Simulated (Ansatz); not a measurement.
# Σ5 (310) boundary in fcc Pt with Mg (substitutional): structure and resistance, part 2 of 2

How much does the Σ5 (310) boundary in fcc Pt with Mg (substitutional) reflect electrons?

Ansatz 0.2.0; Ansatz plane-wave DFT, PBE, PAW files; relaxation of a bicrystal slab with its lowest layers held; PAW set soft_1 (the session's first sound run).

So far: The starting structure; Relaxing the bicrystal.

## (2) Relaxing the bicrystal (continued)

The steps of the relaxation:

| step | energy less that of the first step (eV) | largest force component (eV/Å) |
| --- | --- | --- |
| 1 | 0.0000 | 1.0089 |
| 2 | -0.5393 | 0.7811 |
| 3 | -0.7133 | 0.2319 |
| 4 | -0.7644 | 0.2890 |
| 5 | -0.8143 | 0.2392 |
| 6 | -0.8726 | 0.1740 |
| 7 | -0.9252 | 0.1326 |
| 8 | -0.9653 | 0.1091 |
| 9 | -0.9932 | 0.0539 |
| 10 | -1.0087 | 0.0442 |
| 11 | -0.9690 | 0.4857 |
| 12 | -1.0122 | 0.0227 |

Relaxation step 11 was tried and not accepted.

The run keeps the 2 symmetry operations that it works with, so distortions that break them were not tested.

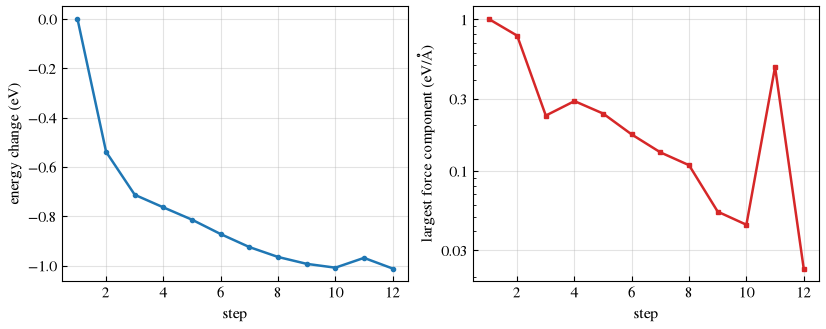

Energy and largest force along the relaxation.

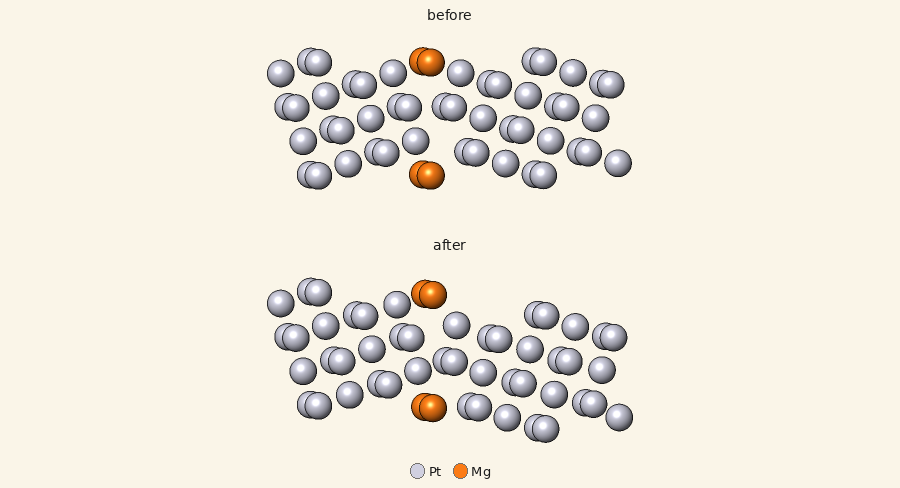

The structure before and after the relaxation, drawn at the same scale.

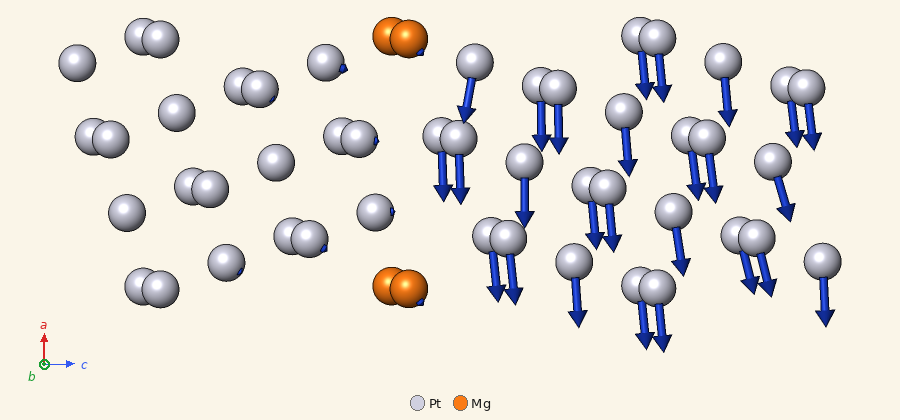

Displacements in the relaxation, scaled; the longest in the cell stands for 1.36 Å. Some periodic images of atoms are drawn too.

The atoms that moved most (Å):

| atom | dx | dy | dz | length |
| --- | --- | --- | --- | --- |
| Pt17 | -1.355 | 0.000 | 0.147 | 1.363 |
| Pt15 | -1.336 | 0.000 | 0.048 | 1.337 |
| Pt18 | -1.337 | 0.000 | 0.004 | 1.337 |
| Pt19 | -1.333 | 0.000 | 0.022 | 1.333 |
| Pt20 | -1.329 | 0.000 | 0.094 | 1.333 |
| Pt25 | -1.319 | 0.000 | 0.176 | 1.331 |
| Pt30 | -1.326 | 0.000 | 0.067 | 1.328 |
| Pt26 | -1.315 | 0.000 | 0.123 | 1.321 |

Numbers from this step:

```
free energy             : -365136.0563 eV
energy at zero smearing : -365135.3135 eV
Fermi energy            : 12.28 eV
```

The largest force component on a free atom ends at 0.023 eV/Å, under the tolerance of 0.03, after 12 steps.

## (3) Transmission across the boundary

This step: Ansatz plane-wave DFT, PBE, PAW files; ballistic transport by layer matching (Landauer), zero bias; boundary relaxed in a short slab, bulk layers laid on; PAW set soft_1 (Ansatz 0.2.0).

System of this step: Σ5 (310) boundary in fcc Pt with Mg (substitutional). The cell holds 68 atoms: 67 Pt and 1 Mg. Its edges and angles: a = 6.201 Å, b = 3.922 Å, c = 50.275 Å, α = 90.0°, β = 90.0°, γ = 90.0°. It derives from Pt. Regions: lower grain, 28 atoms (28 Pt); boundary, 18 atoms (17 Pt and 1 Mg); upper grain, 22 atoms (22 Pt). Vacuum lies along c.

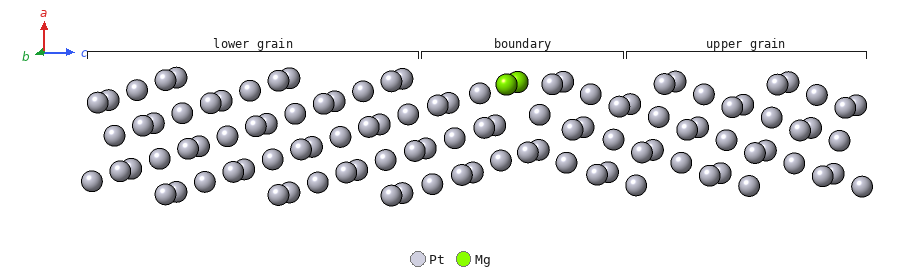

The cell of this step (platinum light grey, magnesium green). Some periodic images of atoms are drawn too.

File input.yaml:

```yaml
crystal:
  lattice:
    - [6.2009102638, 0.0, 0.0]
    - [0.0, 3.9218, 0.0]
    - [0.0, 0.0, 50.2747569825]
  atoms:
    - { symbol: Pt, position: [11.0999999997, -18.5, 0.0795627914] }
    - { symbol: Pt, position: [10.7999999997, -18.0, 0.0918968346] }
    - { symbol: Pt, position: [10.4999999997, -17.5, 0.1042308778] }
    - { symbol: Pt, position: [10.1999999997, -17.0, 0.1165649211] }
    - { symbol: Pt, position: [9.8999999997, -16.5, 0.1288989643] }
    - { symbol: Pt, position: [9.5999999998, -16.0, 0.1412330075] }
    - { symbol: Pt, position: [9.2999999998, -15.5, 0.1535670508] }
    - { symbol: Pt, position: [8.9999999998, -15.0, 0.165901094] }
    - { symbol: Pt, position: [8.6999999998, -14.5, 0.1782351373] }
    - { symbol: Pt, position: [8.3999999998, -14.0, 0.1905691805] }
    - { symbol: Pt, position: [8.0999999998, -13.5, 0.2029032237] }
    - { symbol: Pt, position: [7.7999999998, -13.0, 0.215237267] }
    - { symbol: Pt, position: [7.4999999998, -12.5, 0.2275713102] }
    - { symbol: Pt, position: [7.1999999998, -12.0, 0.2399053534] }
    - { symbol: Pt, position: [6.8999999998, -11.5, 0.2522393967] }
    - { symbol: Pt, position: [6.5999999998, -11.0, 0.2645734399] }
    - { symbol: Pt, position: [6.2999999998, -10.5, 0.2769074832] }
    - { symbol: Pt, position: [5.9999999998, -10.0, 0.2892415264] }
    - { symbol: Pt, position: [5.6999999998, -9.5, 0.3015755696] }
    - { symbol: Pt, position: [5.3999999998, -9.0, 0.3139096129] }
    - { symbol: Pt, position: [5.0999999998, -8.5, 0.3262436561] }
    - { symbol: Pt, position: [4.7999999999, -8.0, 0.3385776993] }
    - { symbol: Pt, position: [4.4999999999, -7.5, 0.3509117426] }
    - { symbol: Pt, position: [4.1999999999, -7.0, 0.3632457858] }
    - { symbol: Pt, position: [3.8999999999, -6.5, 0.3755798291] }
    - { symbol: Pt, position: [3.5999999999, -6.0, 0.3879138723] }
    - { symbol: Pt, position: [3.2999999999, -5.5, 0.4002479155] }
    - { symbol: Pt, position: [2.9999999999, -5.0, 0.4125819588] }
    - { symbol: Pt, position: [0.6999999999, 0.5, 0.424916002] }
    - { symbol: Pt, position: [0.3919589227, 0.0, 0.4381410481] }
    - { symbol: Pt, position: [0.0909145015, 0.5, 0.4512705824] }
    - { symbol: Pt, position: [0.7915891857, 0.0, 0.4632310201] }
    - { symbol: Pt, position: [0.4942590518, 0.5, 0.4756417705] }
    - { symbol: Pt, position: [0.18412001, 0.0, 0.4894996449] }
    - { symbol: Pt, position: [0.8879141244, 0.5, 0.5032044309] }
    - { symbol: Pt, position: [0.5972923439, 0.0, 0.5139733086] }
    - { symbol: Pt, position: [0.3010842036, 0.5, 0.526145171] }
    - { symbol: Mg, position: [-0.0222433245, 0.0, 0.5382895688] }
    - { symbol: Pt, position: [0.3845115765, 0.0, 0.5615436] }
    - { symbol: Pt, position: [0.7029984532, 0.5, 0.568454047] }
    - { symbol: Pt, position: [-0.0185183275, 0.0, 0.588174391] }
    - { symbol: Pt, position: [0.2844226182, 0.5, 0.597671377] }
    - { symbol: Pt, position: [0.5850522051, 0.0, 0.6103671447] }
    - { symbol: Pt, position: [-0.1143822359, 0.5, 0.6241383312] }
    - { symbol: Pt, position: [0.1925699938, 0.0, 0.6370697706] }
    - { symbol: Pt, position: [0.4895958351, 0.5, 0.6490882574] }
    - { symbol: Pt, position: [2.7895958351, -5.0, 0.6614223007] }
    - { symbol: Pt, position: [3.089595835, -5.5, 0.6737563439] }
    - { symbol: Pt, position: [3.389595835, -6.0, 0.6860903871] }
    - { symbol: Pt, position: [3.689595835, -6.5, 0.6984244304] }
    - { symbol: Pt, position: [3.989595835, -7.0, 0.7107584736] }
    - { symbol: Pt, position: [4.289595835, -7.5, 0.7230925168] }
    - { symbol: Pt, position: [4.589595835, -8.0, 0.7354265601] }
    - { symbol: Pt, position: [4.889595835, -8.5, 0.7477606033] }
    - { symbol: Pt, position: [5.189595835, -9.0, 0.7600946466] }
    - { symbol: Pt, position: [5.489595835, -9.5, 0.7724286898] }
    - { symbol: Pt, position: [5.789595835, -10.0, 0.784762733] }
    - { symbol: Pt, position: [6.089595835, -10.5, 0.7970967763] }
    - { symbol: Pt, position: [6.389595835, -11.0, 0.8094308195] }
    - { symbol: Pt, position: [6.689595835, -11.5, 0.8217648627] }
    - { symbol: Pt, position: [6.989595835, -12.0, 0.834098906] }
    - { symbol: Pt, position: [7.289595835, -12.5, 0.8464329492] }
    - { symbol: Pt, position: [7.589595835, -13.0, 0.8587669925] }
    - { symbol: Pt, position: [7.8895958349, -13.5, 0.8711010357] }
    - { symbol: Pt, position: [8.1895958349, -14.0, 0.8834350789] }
    - { symbol: Pt, position: [8.4895958349, -14.5, 0.8957691222] }
    - { symbol: Pt, position: [8.7895958349, -15.0, 0.9081031654] }
    - { symbol: Pt, position: [9.0895958349, -15.5, 0.9204372086] }
kpoints:
  mp_grid: { grid: [4, 7, 1] }
hamiltonian:
  xc: pbe
  pseudopotentials: { kind: paw, azcp: { folder: soft_1 } }
scf:
  occupations: { method: fermi_dirac, width: 0.1 }
output:
  transmission:
    leads: [[15, 16], [55, 56]]
    kmesh: [10, 16]
    e_range: [-0.1, 0.1]
    de: 0.05
  write_potential: true
  write_density: true
  volumetric_format: npy
  elf: true
```

Command:

```
> ansatz run input.yaml --threads 4 --pin off --max-ram 15360MiB --backend cpu --events-out ev --progress --plain --runs-dir out
```

Numbers of over 12 decimals in the logs are rounded to 6 here.

Log:

```text
[...]
Crystal: 68 atoms, lattice volume = 1222.618 Å³
Basis set: ecut = 420 eV, 24009 PW (Γ)
Bands: 730, of which v1, the nominal top of the filled ones, is band 608 counted from 1 (607 counted from 0)
Symmetry: 2 space group operations
[...]
k-points: 12 of 28 (time reversal used)
[...]
SCF iter   1: F=—  HF=-841098.787377 eV  |F-HF|=—  |Δ(HF+E_count)|=         —  Δρ=8.17e-2  dr2=2.19e2  ethr=3.10e-3  ⟨swp⟩=6.0  Hψ=31096  notcnv=0  defer=344
[...]
SCF iter  13: F=-841075.140696 eV  HF=-841075.140696 eV  |F-HF|=5.20e-8  |Δ(HF+E_count)|=   2.11e-8  Δρ=1.07e-6  dr2=5.50e-8  ethr=8.22e-12  ⟨swp⟩=11.2  Hψ=31988  notcnv=0
SCF 1 converged in 13 iterations: F = -841075.140696 eV  dr2 = 5.50e-8
[...]
transmission: 364 of 3618 steps passed
transmission: 726 of 3618 steps passed
[...]
transmission: 3618 of 3618 steps passed
WARN: The output density's exchange-correlation potential varies sharply where the density is thin. Do not read a vacuum level from v_tot or v_xc, or from such a field of the output density. On a cell that repeats whose density bears no net charge and no dipole along the vacuum's axis use v_es (v_loc + v_h of the components); under efield.dipole_correction with no amplitude use v_es + v_field, which holds any externa [...]
SCF converged after 13 iterations
Free energy (F): -841075.140696 eV
[...]
Internal energy: -841071.524401 eV  (E = F + TS)
E sigma→0 (E₀):  -841073.332548 eV
Entropy (-TS):   -3.616295 eV (-53.181 meV/atom)
Fermi energy:    18.529860 eV
[...]
--- Band table (eV; the first three rows and the last of 12) ---
  k-point 0: bands = [... 604 lower, 18.5084, 18.5483, 18.5617, 18.5915, 18.6021, 18.6243, 18.6656, 18.6802, ... 118 higher]
  k-point 1: bands = [... 604 lower, 18.5735, 18.5865, 18.5882, 18.5982, 18.6053, 18.6185, 18.6299, 18.6399, ... 118 higher]
  k-point 2: bands = [... 604 lower, 18.4096, 18.4259, 18.4353, 18.4448, 18.4652, 18.4757, 18.4862, 18.5300, ... 118 higher]
  k-point 11: bands = [... 604 lower, 18.4882, 18.5128, 18.5236, 18.5571, 18.5806, 18.6163, 18.6240, 18.6555, ... 118 higher]
--- Transmission ---
  basis      : 217 plane waves across, 67 finite elements along
  points     : 54, standing for a mesh of 10 x 16
  energies   : 5 from -0.100000 to 0.100000 eV about the Fermi level, 0.050000 eV apart; the leads are filled to 0.000000 eV, and channels, transmission and decay are at 0.000000 eV
  crystal 0  : Pt4, at the sites [15, 16], period 2.4804 Å, over 17.98 Å; its Hamiltonian steps by up to 21.2 meV
    offset         : up to 0.0000 Å between an atom of the period and one for which it stands
    channels       : 6.668750e0 a spin
    conductance    : none, the energies end too early or step too widely for 300 K: set another output.transmission.e_range or a lower de, or, where they end at an eighth of basis.ecutwfc, a higher one
[...]
channels       : 6.668750e0 a spin
[...]
junction   : crystal 0 to crystal 1, 13.61 to 37.28 Å
    transmission   : 2.278736e0 a spin
[...]
```

Run time: 33 min. Hardware: 4 threads of Arm Neoverse V1, shared host; peak memory 12 GiB.

In the SCF lines HF is the Harris–Foulkes energy and dr2 the Hartree energy of the density residual, in eV; the loop may stop once dr2 is under the threshold and the program's other checks hold. Hψ counts applications of the Hamiltonian.

This step gave:

* free energy: -841075.1407 eV
* energy at zero smearing: -841073.3325 eV
* Fermi energy: 18.53 eV
* cell area: 24.32 Å²
* transmission per spin nearest the Fermi level: 2.279
* open channels per spin nearest the Fermi level: 6.669
* open channels per spin, upper lead: 6.669
* step of the lead's potential: 21.2 meV
* step of the upper lead's potential: 20.8 meV

Per spin. The transmission, zone mean by energy, zero at the Fermi level:

| energy (eV) | transmission, zone mean |
| --- | --- |
| -0.1000 | 2.45 |
| -0.0500 | 2.39 |
| 0.0000 | 2.28 |
| 0.0500 | 2.14 |
| 0.1000 | 2.09 |

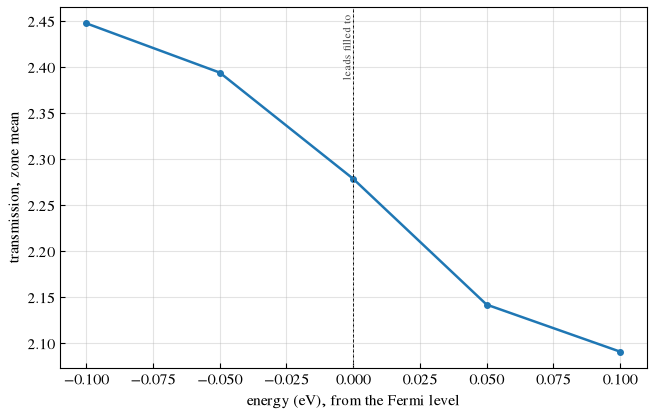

Transmission, zone mean, plotted against energy.

Per spin. The open channels, zone mean by energy, zero at the Fermi level:

| energy (eV) | lead | upper lead |
| --- | --- | --- |
| -0.1000 | 7.56 | 7.56 |
| -0.0500 | 7.24 | 7.21 |
| 0.0000 | 6.67 | 6.67 |
| 0.0500 | 5.96 | 5.91 |
| 0.1000 | 5.28 | 5.32 |

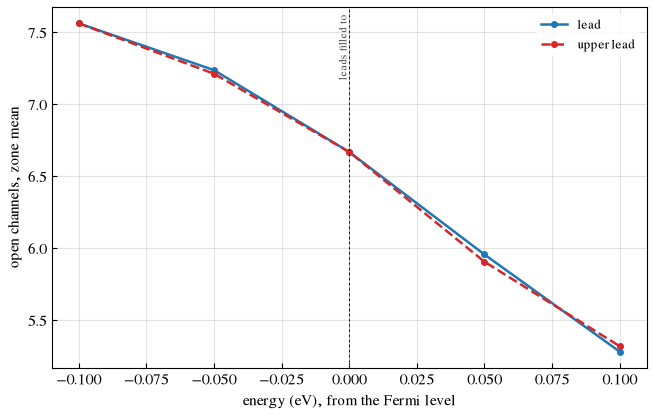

Open channels, zone mean against energy.

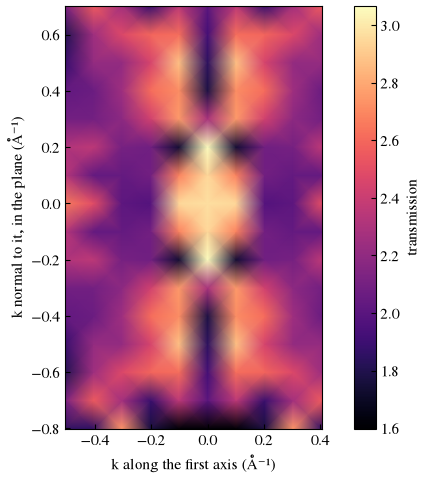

Transmission over k1 and k2. At 0.0000 eV from the Fermi level.

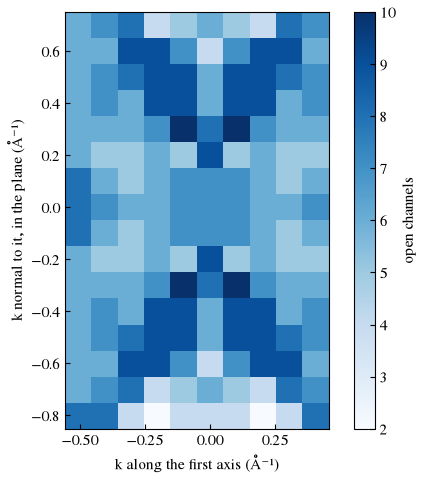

Open channels over k1 and k2. At 0.0000 eV from the Fermi level.

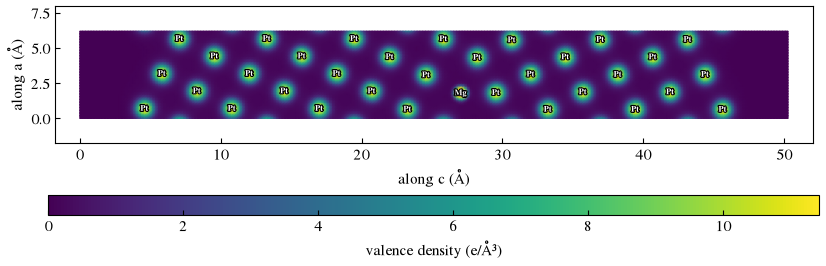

Valence density in the ca plane at fractional y = 0.000, with atoms of Pt and Mg within 0.2 Å of it. It is the smooth field of the valence electrons, not physical close to the nuclei. The map starts off the cell's origin, so that atoms lie inside it.

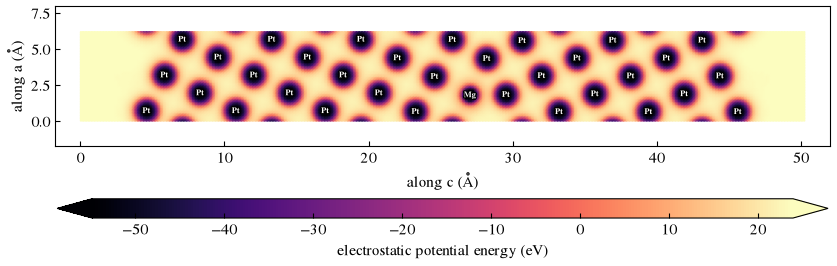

Electrostatic potential energy in the ca plane at fractional y = 0.000, with atoms of Pt and Mg within 0.2 Å of it. With pseudopotentials it is smooth inside the atoms' cores, unlike the true potential. The map starts off the cell's origin, so that atoms lie inside it.

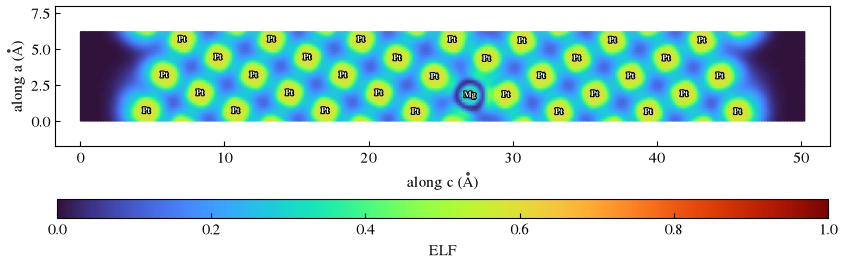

ELF in the ca plane at fractional y = 0.000, with atoms of Pt and Mg within 0.2 Å of it. It is the smooth field of the valence electrons, not physical close to the nuclei. The map starts off the cell's origin, so that atoms lie inside it.

Over the solved energies the transmission per spin lies between 2.09 and 2.45, out of 6.54 channels of the lead on average (up to 7.56).

## (4) Specific resistance

This step: Ansatz plane-wave DFT, PBE, PAW files; ballistic transport by layer matching (Landauer), zero bias; specific resistance of the boundary; PAW set soft_1 (Ansatz 0.2.0).

Numbers from this step:

```
area resistance                      : 0.9021 fΩ m²
T over the leads' mean channel count : 0.3473
```

Averaged over the energies near the Fermi level, 34.7 % of the channels pass, which makes 0.902 fΩ m².

By hand, with T and the leads' channels N averaged over the energies near the Fermi level: RA = A (h/2e²)(1/T − ½[1/N₁ + 1/N₂]) = 24.32×10⁻²⁰ m² × 12 906 Ω × (1/2.271 − ½[1/6.541 + 1/6.534]) = 0.902 fΩ m².

## (5) What came out

| Property | Result |
| --- | --- |
| specific resistance of the boundary | 0.902 fΩ m² |
| share of channels that pass | 0.347 |

What this shows: The boundary has a specific resistance of 0.90 fΩ m². The boundary reflects 65 % of the channels; 0.90 fΩ m² is 9.0×10⁻¹² Ω·cm². That equals the resistance of 8.4 nm of bulk Pt at 300 K (measured 10.8 µΩ cm, CRC Handbook of Chemistry and Physics, 84th ed., 2003, Electrical Resistivity of Pure Metals). One Mg in 24.3 Å² of boundary is a high coverage. In the relaxation the upper grain slid sideways by about 1.3 Å, so the result belongs to the position that it found, not to the starting one. Each plane of this narrow cell holds one atom, so the solute fills a whole plane. One starting structure was relaxed; another shift or atom count at the boundary may lie lower. Spin-orbit coupling is left out, which matters for Pt.

[Logs are printed without paths, hosts, clocks, repeated set-up lines and the standing remarks that a program may print on its own settings, such as how far it seeks lower states.]

[Hosts, paths, dates, database ids (printed as entryN), source tags and the programs' standing remarks are cut or masked in the printed files.]
